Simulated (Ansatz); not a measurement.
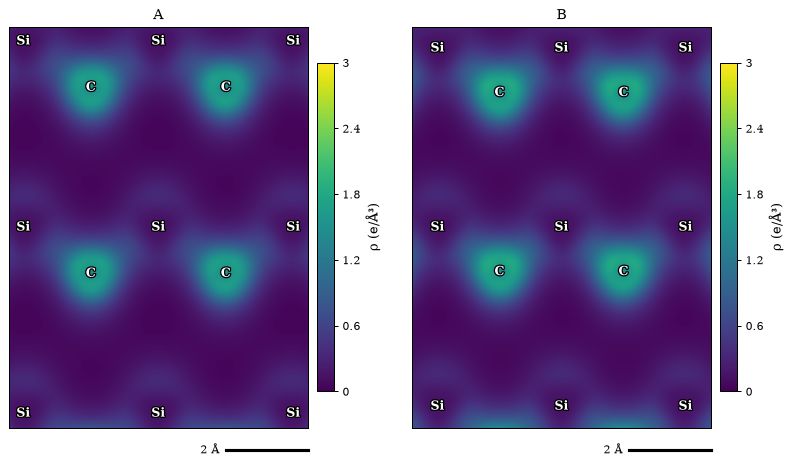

SiC. The valence charge density (pseudo) of two cells that differ in size and shape, on the (101̄) plane of each (indices in the axes of the calculation cell), at one length scale and on one colour scale; one has 10.3 and the other 11.6 Å³ an atom.

These are results of DFT PBEsol, scalar-relativistic, plane waves, PAW (Ansatz), not measurements.

The larger cell:

```
CELL_PARAMETERS angstrom
0.00000 2.32351 2.32351
2.32351 0.00000 2.32351
2.20423 2.20423 0.11927
ATOMIC_POSITIONS crystal
Si 0.00000 0.00000 0.00000
C 0.75000 0.75000 0.75000
```

The smaller cell: a = 3.020 Å, b = 3.020 Å, c = 3.146 Å, α = 61.32°, β = 61.32°, γ = 60.00°.

### Which panel shows the smaller cell, and what does the compression change?

Panel B is the smaller cell, by 11 % in volume. From the larger cell to the smaller, Si–C goes from 2.00 to 1.86 Å, and the density at its midpoint from 0.75 to 0.92 e/Å³; the pressure goes from −18 to 1.1 GPa.

PAW datasets: the set soft_1.
